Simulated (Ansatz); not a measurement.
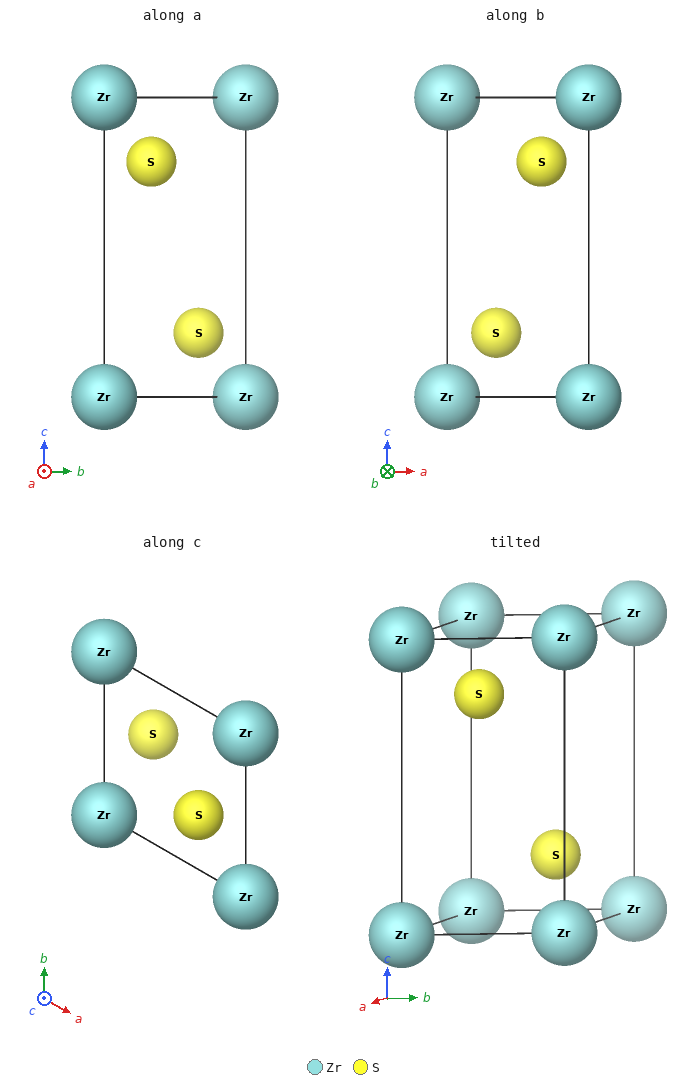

Spheres-only representation of a periodic structure, projected along the a axis, along the b axis, along the c axis and slightly off an axis. The box is the unit cell; atoms on or close to its faces, edges and corners are drawn wherever they repeat.

Lattice parameters: a = 3.6852 Å, b = 3.6852 Å, c = 6.7578 Å, α = 90.000°, β = 90.000°, γ = 120.000°.

Give the structure in the form of a CIF in P1 with every atom of the cell, with free fractional coordinates to two decimals.

```cif
data_structure
_symmetry_space_group_name_H-M 'P 1'
_symmetry_Int_Tables_number 1
_cell_length_a 3.6852
_cell_length_b 3.6852
_cell_length_c 6.7578
_cell_angle_alpha 90.000
_cell_angle_beta 90.000
_cell_angle_gamma 120.000
_cell_volume 79.48
loop_
_atom_site_label
_atom_site_type_symbol
_atom_site_fract_x
_atom_site_fract_y
_atom_site_fract_z
_atom_site_occupancy
Zr1 Zr 0.00 0.00 0.00 1
S1 S 0.35 0.67 0.21 1
S2 S 0.67 0.33 0.79 1
```

The model was built from a structure type known for this compound. The cell was then strained or its atoms displaced on purpose. A calculation with Ansatz used it as input.
